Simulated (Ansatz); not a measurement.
Consider Mo.

Input file:

```
crystal:
  lattice:
    - [-1.6046509537, 1.6046509537, 1.6046509537]
    - [1.6046509537, -1.6046509537, 1.6046509537]
    - [1.6046509537, 1.6046509537, -1.6046509537]
  atoms:
    - { symbol: Mo, position: [0.0, 0.0, 0.0] }
hamiltonian:
  xc: r2scan
  pseudopotentials: { kind: paw }
kpoints:
  mp_grid: { grid: [12, 12, 12] }
scf:
  occupations: { method: fermi_dirac, width: 0.05 }
output:
  forces: true
  stress: true
  eigenvalues: true
  write_density: true
  write_potential: true
  elf: true
  volumetric_format: npy
```

Launched as:

```sh
ansatz run input.yaml --threads 2 --pin off --max-ram 5632MiB --backend cpu --events-out ev --progress --plain --runs-dir out
```

Below, planes, directions and counts refer to the conventional cell (a = 3.21 Å, b = 3.21 Å, c = 3.21 Å, α = 90.00°, β = 90.00°, γ = 90.00°).

Space group Im-3m; a structure from a database of computed crystals, not necessarily the ambient phase; computed pressure about −14 GPa in this cell.

Computed with Kohn-Sham DFT of a periodic cell, r2SCAN, Ansatz PAW in Ansatz.

Question: Predict the valence pseudo-density and electron localisation function between the atoms.

Answer: Mo–Mo (2.78 Å): ρ at the midpoint is about 0.35 e/Å³; the ELF is about 0.30 at the midpoint; no shared electron pair shows on this line.

Question: Does the calculation make it a metal, or give it a gap?

Answer: It is metallic or semimetallic at this level of theory: no gap opens.

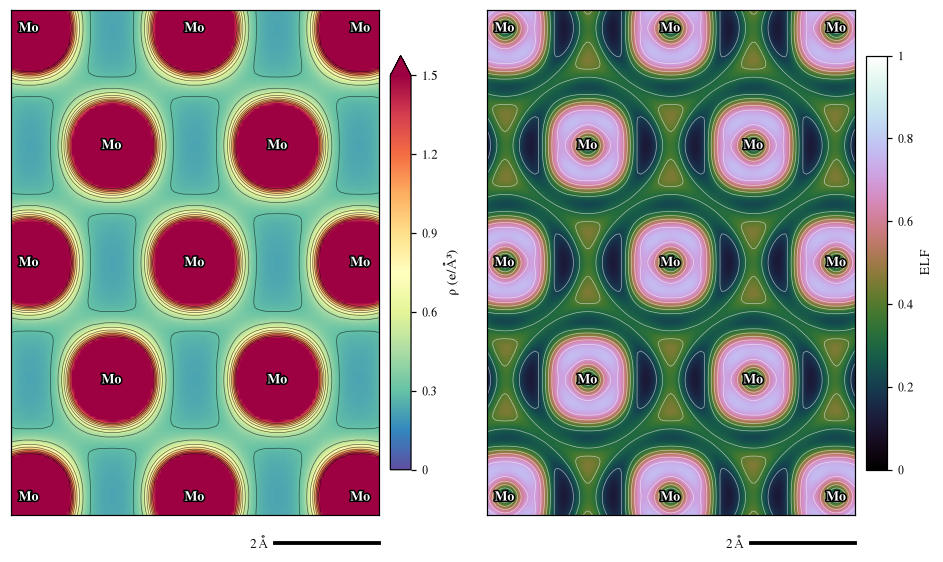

Computed valence pseudo-density and electron localisation function on the (011) plane of the conventional cell, in this order. 

In a PAW calculation such maps are meaningful between the atoms, not at the nuclei.
